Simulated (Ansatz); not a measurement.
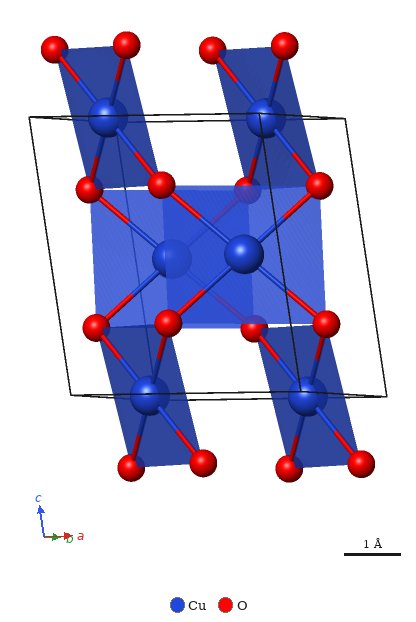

Figure 1. The input geometry (polyhedral view of the cell 2 times as large as that of the calculation, set on its symmetry axes, seen at an oblique angle; polyhedra are completed across the faces of the cell). An atom can appear more than once, as a periodic image.

# Geometry relaxation, with input and output: CuO (part 1 of 2)

CuO (C2/c, 4 atoms in the cell), computed with DFT PBEsol, scalar-relativistic, plane waves, PAW, no spin polarisation (Ansatz 0.2.0).

The structure derives from an entry of the Crystallography Open Database.

Output:
```
Engine: ansatz 0.2.0, x86_64-unknown-linux-gnu
Pseudopotentials: kind: paw
Pseudopotential: Cu, paw, valence charge 19, recommended cutoff 420 eV (normal), Cu.paw.azcp
Pseudopotential: O, paw, valence charge 6, recommended cutoff 420 eV (normal), O.paw.azcp
Functional definition: PBEsol
  exchange = pbesol_x
  correlation = pbesol_c
Crystal: 4 atoms, lattice volume = 40.540 Å³
Basis set: ecut = 420 eV, 787 PW (Γ), exchange–correlation on 40×40×72 points (8 copies of the dense FFT grid, shifted against one another)
Bands: 30, of which v1, the nominal top of the filled ones, is band 25 counted from 1 (24 counted from 0)
Symmetry: 4 space group operations
Space group: C2/c (ITA 15), of the structure as read, at distance tolerance 3.4e-5 Å
k-points: 554 of 2048
Non-local potential: Cu, projectors of the file, l = 0: 3, l = 1: 2, l = 2: 3, l = 3: 1
Non-local potential: O, projectors of the file, l = 0: 2, l = 1: 2, l = 2: 1
PAW form: soft (Blöchl's): semilocal exchange-correlation on the pseudo side does not see the compensation charge
PAW frozen core: Cu, regenerated for the run's functional, and the local potential with it (the file was generated under x = pbe(κ = 0.804, μ = 0.2195149727645171), c = pbe(β = 0.06672455060314922))
PAW frozen core: O, regenerated for the run's functional, and the local potential with it (the file was generated under x = pbe(κ = 0.804, μ = 0.2195149727645171), c = pbe(β = 0.06672455060314922))
PAW one-centre angular grid: Cu, 590 points (default); XC on 64 Gauss nodes
PAW one-centre angular grid: O, 110 points (default); XC on 64 Gauss nodes
Initial density: superposition of atomic densities (neutral atoms: chi_scale 0, normalization atom), corrected by the library's trained network
Initial wavefunctions: pseudopotential atomic-orbital guess
Functional: x = pbesol(κ = 0.804, μ = 0.12345679012345678), c = pbesol(β = 0.046)
SCF iter   1: F=—  HF=-14296.441306 eV  |F-HF|=—  |Δ(HF+E_count)|=         —  Δρ=1.92e-2  dr2=9.66e-2  ethr=1.77e-3  ⟨swp⟩=5.1  Hψ=56738  notcnv=0
preconditioner: auto → Kerker (q_TF=auto, 2.825 Å⁻¹)  [metal: Δε(μ)=0.004 eV  Ē_g=11.113 eV  σ=0.100 eV  W_gap=0.03  n_scr=20 (ndim 8)  ℏωp=34.0 eV  f_vac=0.000  D(μ)=2.19/eV (n_scr^D=20)]
SCF iter   2: F=—  HF=-14296.415189 eV  |F-HF|=—  |Δ(HF+E_count)|=   2.61e-2  Δρ=7.58e-3  dr2=2.02e-2  ethr=1.93e-4  ⟨swp⟩=2.4  Hψ=30933  notcnv=0  defer=194
SCF iter   3: F=—  HF=-14296.410636 eV  |F-HF|=—  |Δ(HF+E_count)|=   4.55e-3  Δρ=2.70e-3  dr2=2.53e-3  ethr=4.04e-5  ⟨swp⟩=2.4  Hψ=25572  notcnv=0  defer=194
SCF iter   4: F=—  HF=-14296.410044 eV  |F-HF|=—  |Δ(HF+E_count)|=   5.92e-4  Δρ=9.11e-4  dr2=2.38e-4  ethr=5.06e-6  ⟨swp⟩=2.7  Hψ=27786  notcnv=0  defer=194
SCF iter   5: F=—  HF=-14296.410049 eV  |F-HF|=—  |Δ(HF+E_count)|=   5.53e-6  Δρ=2.04e-4  dr2=1.73e-5  ethr=4.76e-7  ⟨swp⟩=2.5  Hψ=23315  notcnv=0  defer=194
SCF iter   6: F=—  HF=-14296.410046 eV  |F-HF|=—  |Δ(HF+E_count)|=   3.03e-6  Δρ=4.89e-5  dr2=7.16e-7  ethr=3.46e-8  ⟨swp⟩=2.1  Hψ=24162  notcnv=0  defer=194
SCF iter   7: F=—  HF=-14296.410046 eV  |F-HF|=—  |Δ(HF+E_count)|=   1.70e-7  Δρ=2.44e-5  dr2=2.37e-7  ethr=2.00e-10  ⟨swp⟩=9.9  Hψ=124134  notcnv=0
SCF iter   8: F=-14296.410046 eV  HF=-14296.410046 eV  |F-HF|=1.52e-8  |Δ(HF+E_count)|=   5.90e-9  Δρ=6.31e-6  dr2=1.31e-8  ethr=2.00e-10  ⟨swp⟩=7.1  Hψ=99149  notcnv=0
SCF 1 converged in 8 iterations: F = -14296.410046 eV  dr2 = 1.31e-8
  greatest PAW one-centre occupation: 1.000 electrons in one spin orbital (limit 2), on the Cu atom at site 1 (counted from 0), in its partial waves of l = 0
relax step   1: F+E_penalty+E_count = -14296.41004643 eV  Δ(F+E_penalty+E_count) = +0.000e0 eV  max|allowed force component| = 3.659e-1 eV/Å  Δτ_max = 0.0000 Å  P = -2.714 GPa  Ω = 40.540 Å³  (8 SCF iters, dr2 threshold 1.00e-7 eV, accepted)
Crystal: 4 atoms, lattice volume = 40.679 Å³
Basis set: ecut = 420 eV, 795 PW (Γ), exchange–correlation on 40×40×72 points (8 copies of the dense FFT grid, shifted against one another)
Initial density: handed on by an earlier stage of this run
Initial wavefunctions: those handed on with the density
iter 1 solved again at ethr=3.67e-6 eV; its pass at ethr=3.10e-3 eV (dr2=1.84e-3 eV) is discarded
SCF iter   1: F=—  HF=-14296.433946 eV  |F-HF|=—  |Δ(HF+E_count)|=         —  Δρ=3.54e-3  dr2=1.85e-3  ethr=3.67e-6  ⟨swp⟩=1.8  Hψ=79585  notcnv=0
preconditioner: auto → Kerker (q_TF=auto, 2.824 Å⁻¹)  [metal: Δε(μ)=0.002 eV  Ē_g=11.184 eV  σ=0.100 eV  W_gap=0.01  n_scr=20 (ndim 8)  ℏωp=33.9 eV  f_vac=0.000  D(μ)=2.23/eV (n_scr^D=20)]
SCF iter   2: F=—  HF=-14296.433624 eV  |F-HF|=—  |Δ(HF+E_count)|=   3.22e-4  Δρ=1.70e-3  dr2=4.27e-4  ethr=3.67e-6  ⟨swp⟩=1.0  Hψ=16620  notcnv=0
SCF iter   3: F=—  HF=-14296.433574 eV  |F-HF|=—  |Δ(HF+E_count)|=   4.97e-5  Δρ=3.50e-4  dr2=2.77e-5  ethr=8.54e-7  ⟨swp⟩=2.0  Hψ=22254  notcnv=0
SCF iter   4: F=—  HF=-14296.433588 eV  |F-HF|=—  |Δ(HF+E_count)|=   1.41e-5  Δρ=1.33e-4  dr2=5.72e-6  ethr=5.53e-8  ⟨swp⟩=2.5  Hψ=27582  notcnv=0
SCF iter   5: F=—  HF=-14296.433587 eV  |F-HF|=—  |Δ(HF+E_count)|=   6.05e-7  Δρ=4.65e-5  dr2=1.03e-6  ethr=1.14e-8  ⟨swp⟩=2.0  Hψ=21730  notcnv=0
SCF iter   6: F=-14296.433587 eV  HF=-14296.433587 eV  |F-HF|=3.34e-8  |Δ(HF+E_count)|=   4.32e-8  Δρ=1.27e-5  dr2=7.08e-8  ethr=8.00e-10  ⟨swp⟩=8.1  Hψ=108708  notcnv=0
SCF 2 converged in 6 iterations: F = -14296.433587 eV  dr2 = 7.08e-8
relax step   2: F+E_penalty+E_count = -14296.43358735 eV  Δ(F+E_penalty+E_count) = -2.354e-2 eV  max|allowed force component| = 3.008e-1 eV/Å  Δτ_max = 0.0213 Å  P = -1.916 GPa  Ω = 40.679 Å³  energy of the carried Pulay correction = -6.521e-4 eV  (6 SCF iters, dr2 threshold 4.00e-7 eV, accepted)
[... from here on the SCF iterations and repeated set-up lines of each step are left out, up to the last step ...]
SCF 3 converged in 7 iterations: F = -14296.481107 eV  dr2 = 6.40e-8
relax step   3: F+E_penalty+E_count = -14296.48110730 eV  Δ(F+E_penalty+E_count) = -4.752e-2 eV  max|allowed force component| = 2.108e-2 eV/Å  Δτ_max = 0.0947 Å  P = -0.073 GPa  Ω = 41.312 Å³  energy of the carried Pulay correction = -3.599e-3 eV  (7 SCF iters, dr2 threshold 4.00e-7 eV, accepted)
SCF 4 converged in 7 iterations: F = -14296.497681 eV  dr2 = 5.42e-8
relax step   4: F+E_penalty+E_count = -14296.49768071 eV  Δ(F+E_penalty+E_count) = -1.657e-2 eV  max|allowed force component| = 5.204e-3 eV/Å  Δτ_max = 0.0754 Å  P = +1.965 GPa  Ω = 41.281 Å³  energy of the carried Pulay correction = -3.456e-3 eV  (7 SCF iters, dr2 threshold 4.00e-7 eV, accepted)
SCF 5 converged in 7 iterations: F = -14296.480507 eV  dr2 = 5.43e-9
relax step   5: F+E_penalty+E_count = -14296.48050701 eV  Δ(F+E_penalty+E_count) = +1.717e-2 eV  max|allowed force component| = 3.863e-2 eV/Å  Δτ_max = 0.0475 Å  P = -3.548 GPa  Ω = 42.702 Å³  energy of the carried Pulay correction = -9.911e-3 eV  (7 SCF iters, dr2 threshold 4.00e-7 eV, rejected (line search))
SCF 6 converged in 9 iterations: F = -14296.498827 eV  dr2 = 4.82e-13
relax step   6: F+E_penalty+E_count = -14296.49882728 eV  Δ(F+E_penalty+E_count) = -1.147e-3 eV  max|allowed force component| = 1.145e-3 eV/Å  Δτ_max = 0.0146 Å  P = +0.059 GPa  Ω = 41.749 Å³  energy of the carried Pulay correction = -5.607e-3 eV  (9 SCF iters, accepted)
SCF 7 converged in 4 iterations: F = -14296.498793 eV  dr2 = 1.37e-7
relax step   7: F+E_penalty+E_count = -14296.49879339 eV  Δ(F+E_penalty+E_count) = +3.389e-5 eV  max|allowed force component| = 9.158e-4 eV/Å  Δτ_max = 0.0057 Å  P = -0.015 GPa  Ω = 41.787 Å³  energy of the carried Pulay correction = -5.780e-3 eV  (4 SCF iters, dr2 threshold 1.50e-7 eV, accepted)
SCF 8 converged in 5 iterations: F = -14296.498804 eV  dr2 = 1.46e-9
relax step   8: F+E_penalty+E_count = -14296.49880356 eV  Δ(F+E_penalty+E_count) = -1.017e-5 eV  max|allowed force component| = 3.205e-5 eV/Å  Δτ_max = 0.0006 Å  P = +0.003 GPa  Ω = 41.785 Å³  energy of the carried Pulay correction = -5.774e-3 eV  (5 SCF iters, dr2 threshold 6.58e-9 eV, accepted)
SCF 9 converged in 8 iterations: F = -14296.528375 eV  dr2 = 1.52e-11
relax step   9: F+E_penalty+E_count = -14296.52837519 eV  Δ(F+E_penalty+E_count) = -2.957e-2 eV  max|allowed force component| = 1.824e-3 eV/Å  Δτ_max = 0.0000 Å  P = +0.993 GPa  Ω = 41.785 Å³  stress off target by 2.21e0 GPa  SCF on the basis re-selected at this cell (its energy is not comparable with the rows above)  (8 SCF iters)
SCF 10 converged in 7 iterations: F = -14296.541295 eV  dr2 = 3.57e-8
relax step  10: F+E_penalty+E_count = -14296.54129516 eV  Δ(F+E_penalty+E_count) = -1.292e-2 eV  max|allowed force component| = 9.241e-3 eV/Å  Δτ_max = 0.0411 Å  P = +0.518 GPa  Ω = 42.177 Å³  energy of the carried Pulay correction = -1.969e-3 eV  (7 SCF iters, dr2 threshold 4.00e-7 eV, accepted)
SCF 11 converged in 6 iterations: F = -14296.543999 eV  dr2 = 6.09e-8
relax step  11: F+E_penalty+E_count = -14296.54399888 eV  Δ(F+E_penalty+E_count) = -2.704e-3 eV  max|allowed force component| = 2.021e-2 eV/Å  Δτ_max = 0.0202 Å  P = +0.094 GPa  Ω = 42.463 Å³  energy of the carried Pulay correction = -3.515e-3 eV  (6 SCF iters, dr2 threshold 4.00e-7 eV, accepted)
SCF 12 converged in 6 iterations: F = -14296.544247 eV  dr2 = 2.41e-8
relax step  12: F+E_penalty+E_count = -14296.54424689 eV  Δ(F+E_penalty+E_count) = -2.480e-4 eV  max|allowed force component| = 1.177e-3 eV/Å  Δτ_max = 0.0077 Å  P = +0.015 GPa  Ω = 42.463 Å³  energy of the carried Pulay correction = -3.501e-3 eV  (6 SCF iters, dr2 threshold 1.86e-7 eV, accepted)
SCF 13 converged in 8 iterations: F = -14296.554891 eV  dr2 = 4.54e-12
relax step  13: F+E_penalty+E_count = -14296.55489110 eV  Δ(F+E_penalty+E_count) = -1.064e-2 eV  max|allowed force component| = 2.653e-3 eV/Å  Δτ_max = 0.0000 Å  P = +0.263 GPa  Ω = 42.463 Å³  stress off target by 8.47e-1 GPa  SCF on the basis re-selected at this cell (its energy is not comparable with the rows above)  (8 SCF iters)
SCF 14 converged in 5 iterations: F = -14296.557495 eV  dr2 = 2.78e-8
relax step  14: F+E_penalty+E_count = -14296.55749548 eV  Δ(F+E_penalty+E_count) = -2.604e-3 eV  max|allowed force component| = 8.641e-4 eV/Å  Δτ_max = 0.0082 Å  P = +0.076 GPa  Ω = 42.582 Å³  energy of the carried Pulay correction = -5.386e-4 eV  (5 SCF iters, dr2 threshold 4.00e-7 eV, accepted)
SCF 15 converged in 4 iterations: F = -14296.557688 eV  dr2 = 9.95e-8
relax step  15: F+E_penalty+E_count = -14296.55768807 eV  Δ(F+E_penalty+E_count) = -1.926e-4 eV  max|allowed force component| = 6.831e-4 eV/Å  Δτ_max = 0.0021 Å  P = +0.011 GPa  Ω = 42.624 Å³  energy of the carried Pulay correction = -7.319e-4 eV  (4 SCF iters, dr2 threshold 2.06e-7 eV, accepted)
SCF 16 converged in 5 iterations: F = -14296.557688 eV  dr2 = 5.69e-9
relax step  16: F+E_penalty+E_count = -14296.55768812 eV  Δ(F+E_penalty+E_count) = -5.286e-8 eV  max|allowed force component| = 1.538e-4 eV/Å  Δτ_max = 0.0002 Å  P = -0.006 GPa  Ω = 42.624 Å³  energy of the carried Pulay correction = -7.346e-4 eV  (5 SCF iters, dr2 threshold 7.28e-9 eV, accepted)
SCF 17 converged in 8 iterations: F = -14296.559657 eV  dr2 = 6.37e-13
relax step  17: F+E_penalty+E_count = -14296.55965684 eV  Δ(F+E_penalty+E_count) = -1.969e-3 eV  max|allowed force component| = 4.698e-4 eV/Å  Δτ_max = 0.0000 Å  P = +0.039 GPa  Ω = 42.624 Å³  stress off target by 2.54e-1 GPa  SCF on the basis re-selected at this cell (its energy is not comparable with the rows above)  (8 SCF iters)
SCF 18 converged in 4 iterations: F = -14296.560050 eV  dr2 = 1.42e-7
relax step  18: F+E_penalty+E_count = -14296.56004960 eV  Δ(F+E_penalty+E_count) = -3.928e-4 eV  max|allowed force component| = 4.870e-4 eV/Å  Δτ_max = 0.0024 Å  P = +0.007 GPa  Ω = 42.644 Å³  energy of the carried Pulay correction = -8.734e-5 eV  (4 SCF iters, dr2 threshold 1.61e-7 eV, accepted)
SCF 19 converged in 4 iterations: F = -14296.560044 eV  dr2 = 6.24e-9
relax step  19: F+E_penalty+E_count = -14296.56004374 eV  Δ(F+E_penalty+E_count) = +5.857e-6 eV  max|allowed force component| = 2.139e-4 eV/Å  Δτ_max = 0.0002 Å  P = -0.006 GPa  Ω = 42.650 Å³  energy of the carried Pulay correction = -1.127e-4 eV  (4 SCF iters, dr2 threshold 7.19e-9 eV, accepted)
SCF 20 converged in 7 iterations: F = -14296.560333 eV  dr2 = 3.41e-12
relax step  20: F+E_penalty+E_count = -14296.56033263 eV  Δ(F+E_penalty+E_count) = -2.889e-4 eV  max|allowed force component| = 1.267e-4 eV/Å  Δτ_max = 0.0000 Å  P = +0.000 GPa  Ω = 42.650 Å³  stress off target by 7.75e-2 GPa  SCF on the basis re-selected at this cell (its energy is not comparable with the rows above)  (7 SCF iters)
SCF 21 converged in 5 iterations: F = -14296.560402 eV  dr2 = 5.72e-9
relax step  21: F+E_penalty+E_count = -14296.56040165 eV  Δ(F+E_penalty+E_count) = -6.902e-5 eV  max|allowed force component| = 2.425e-4 eV/Å  Δτ_max = 0.0004 Å  P = +0.010 GPa  Ω = 42.650 Å³  energy of the carried Pulay correction = +2.171e-6 eV  (5 SCF iters, dr2 threshold 1.50e-8 eV, accepted)
iter 1 solved again at ethr=8.39e-8 eV; its pass at ethr=3.10e-3 eV (dr2=4.19e-5 eV) is discarded
SCF iter   1: F=—  HF=-14296.560512 eV  |F-HF|=—  |Δ(HF+E_count)|=         —  Δρ=1.54e-4  dr2=2.54e-7  ethr=8.39e-8  ⟨swp⟩=3.0  Hψ=101635  notcnv=0
SCF iter   2: F=—  HF=-14296.560438 eV  |F-HF|=—  |Δ(HF+E_count)|=   7.33e-5  Δρ=4.24e-6  dr2=2.25e-9  ethr=5.08e-10  ⟨swp⟩=2.2  Hψ=25997  notcnv=0
SCF iter   3: F=—  HF=-14296.560438 eV  |F-HF|=—  |Δ(HF+E_count)|=  9.97e-10  Δρ=5.02e-6  dr2=5.76e-9  ethr=1.00e-12  ⟨swp⟩=7.9  Hψ=98805  notcnv=0
SCF iter   4: F=—  HF=-14296.560438 eV  |F-HF|=—  |Δ(HF+E_count)|=   1.83e-9  Δρ=7.41e-7  dr2=1.74e-10  ethr=4.49e-12  ⟨swp⟩=2.0  Hψ=30302  notcnv=0
SCF iter   5: F=—  HF=-14296.560438 eV  |F-HF|=—  |Δ(HF+E_count)|=  1.09e-11  Δρ=7.69e-7  dr2=1.48e-10  ethr=1.00e-12  ⟨swp⟩=5.1  Hψ=73915  notcnv=0
SCF iter   6: F=-14296.560438 eV  HF=-14296.560438 eV  |F-HF|=0.00e0  |Δ(HF+E_count)|=  3.27e-11  Δρ=1.32e-7  dr2=5.04e-12  ethr=1.00e-12  ⟨swp⟩=4.0  Hψ=75642  notcnv=0
SCF 22 converged in 6 iterations: F = -14296.560438 eV  dr2 = 5.04e-12
relax step  22: F+E_penalty+E_count = -14296.56043848 eV  Δ(F+E_penalty+E_count) = -3.683e-5 eV  max|allowed force component| = 2.510e-4 eV/Å  Δτ_max = 0.0000 Å  P = +0.011 GPa  Ω = 42.650 Å³  stress off target by 3.84e-2 GPa  SCF on the basis re-selected at this cell (its energy is not comparable with the rows above)  (6 SCF iters)
```

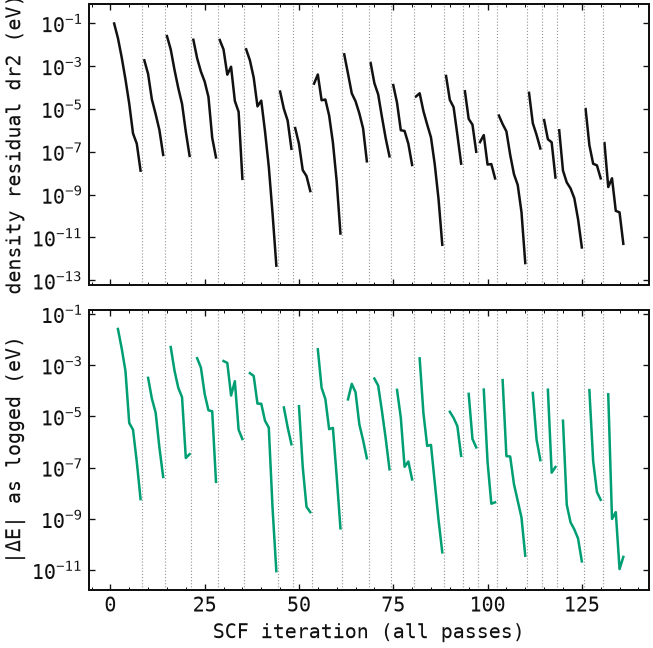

Figure 2. Convergence of the self-consistent field: density residual dr2 and size of the energy change against the SCF iteration. The dotted lines part the SCF passes of the relaxation: geometry steps, rejected trials and re-solves on a re-selected basis. The 22 passes take 4 to 9 iterations each, 136 in all.

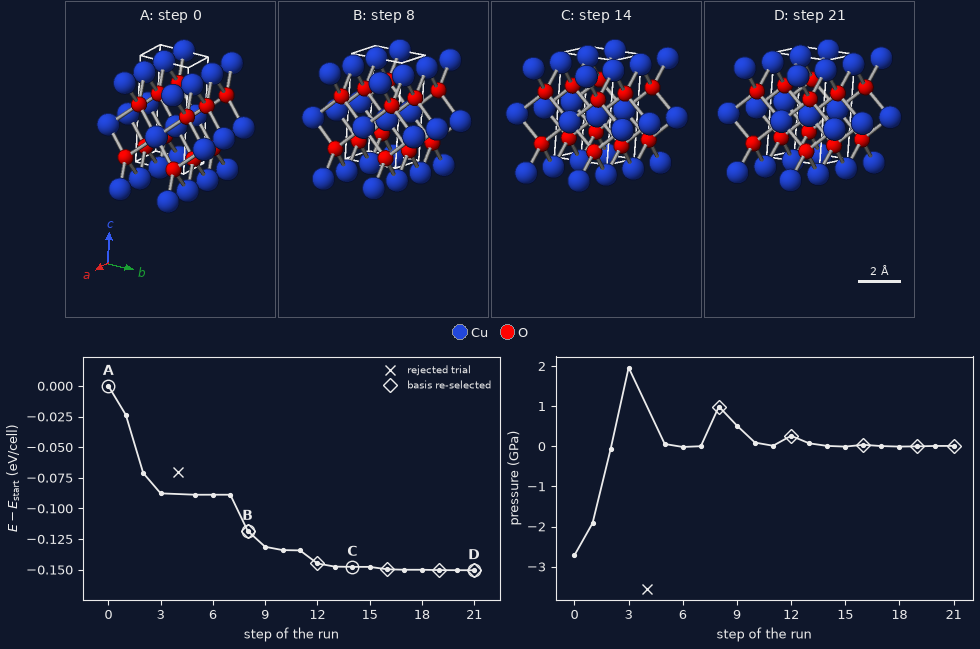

Figure 3. Frames of the relaxation (ball-and-stick view of the cell of the calculation, repeated 3 × 2 × 1, seen slightly off an axis) above the curves, on which the letters mark them (the first geometry is step 0 here and step 1 in the log).

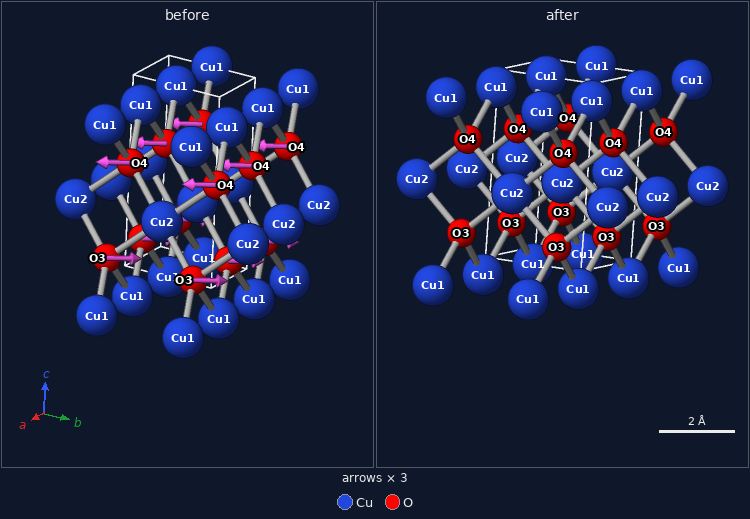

Figure 4. Before (left) and after (right) the relaxation, at one scale (ball-and-stick view of the cell of the calculation, repeated 3 × 2 × 1, seen slightly off an axis). The pink arrows give the displacements (without the part carried along by the change of the cell), magnified 3 times. The largest moves relative to the cell, 0.33 Å, are those of O3 and O4. Cu stays in place. The volume changes by +5.2 %, with a = b 2.900 → 2.894 Å (−0.2 %), c 5.129 → 5.092 Å (−0.7 %), α 97.7° → 90.0°, β 97.7° → 90.0°, γ 72.3° → 89.8°. Distances before and after: Cu1–O3 1.961 → 1.927 Å. Among the angles that change: Cu1–O3–Cu2 145.8° → 116.0°, Cu1–O3–Cu2 104.0° → 115.7°, Cu1–O3–Cu2 108.8° → 116.0°. The space group (tolerance 0.01 Å) goes from C2/c (No. 15) to Cccm (No. 66). After 16 geometry steps the energy has fallen by 0.150 eV per cell of the calculation. The largest force component goes from 0.37 to 0.00025 eV/Å. The pressure goes from −2.71 to 0.01 GPa. The line search rejected the trial step at point 4 (counted from 0) and went back. 4 further SCFs at an unchanged geometry re-selected the plane-wave basis for the new cell. The energy change given includes the shifts at the re-selections in mid-walk, which come without any move. A last SCF at the same geometry on a re-selected plane-wave basis shifts the energy by next to nothing (0.0 meV per cell of the calculation). (Atoms are counted from 1 in the order of the input.)

```
basis re-selected at this cell: Δ(F+E_penalty+E_count) = -3.683e-5 eV, ΔP = +0.001 GPa vs the last step (what re-selecting the basis moved, of the pressure what is left beyond the Pulay correction that the steps carried, after the strain that the cell walked since its last selection, with what the two solves' SCF thresholds leave and, on support functions, any second-order correction that the steps lacked; it is no measure of the basis error at this ecutwfc). This SCF's stress stands 3.84e-2 GPa from its target on what of the cell is left free (relax.cell.stress_tol is 5.00e-2 GPa) and its largest allowed force component is 2.51e-4 eV/Å (relax.f_tol is 5.00e-3 eV/Å): within both
SCF converged after 6 iterations
Free energy (F): -14296.560438 eV
Harris-Foulkes:  -14296.560438 eV  (|F-HF|=0.00e0)
Internal energy: -14296.548395 eV  (E = F + TS)
E sigma→0 (E₀):  -14296.554417 eV
Entropy (-TS):   -0.012043 eV (-3.011 meV/atom)
Fermi energy:    11.446670 eV
```
